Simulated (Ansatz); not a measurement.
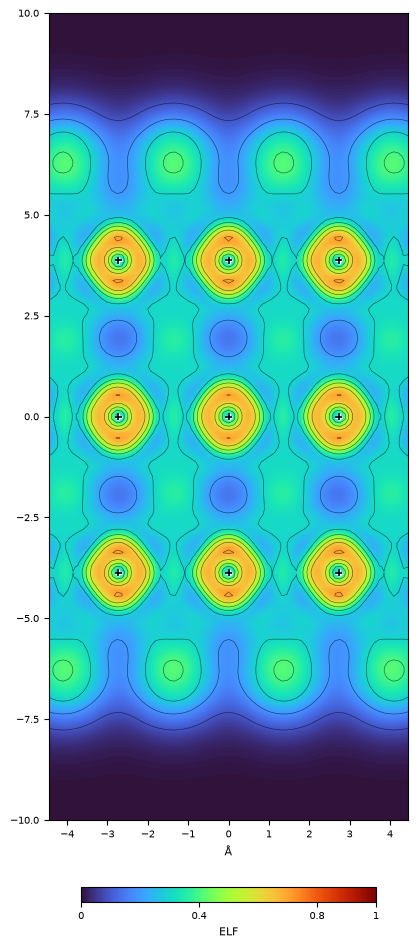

The electron localisation function on a plane through atoms (crosses mark nuclei in the plane).

The calculation used Ansatz, DFT PBE, scalar-relativistic, plane waves, PAW.

Candidates:
A. Pt, a = 3.97 Å, b = 3.97 Å, c = 3.97 Å, α = 90.00°, β = 90.00°, γ = 90.00°. Space group Fm-3m.
B. Ir (slab), a = 2.74 Å, b = 2.74 Å, c = 26.61 Å, α = 90.00°, β = 90.00°, γ = 90.00°. Changed on purpose from its base cell (repeats removed: -1); not relaxed (largest force 0.9 eV/Å); computed without spin polarisation.

Which candidate gave the map?

Candidate B: Ir on the (010) plane of the calculation cell, a cut from vacuum to vacuum, which holds Ir. Ir–Ir (2.74 Å): the ELF is about 0.35 at the midpoint: no localised pair shows between them.
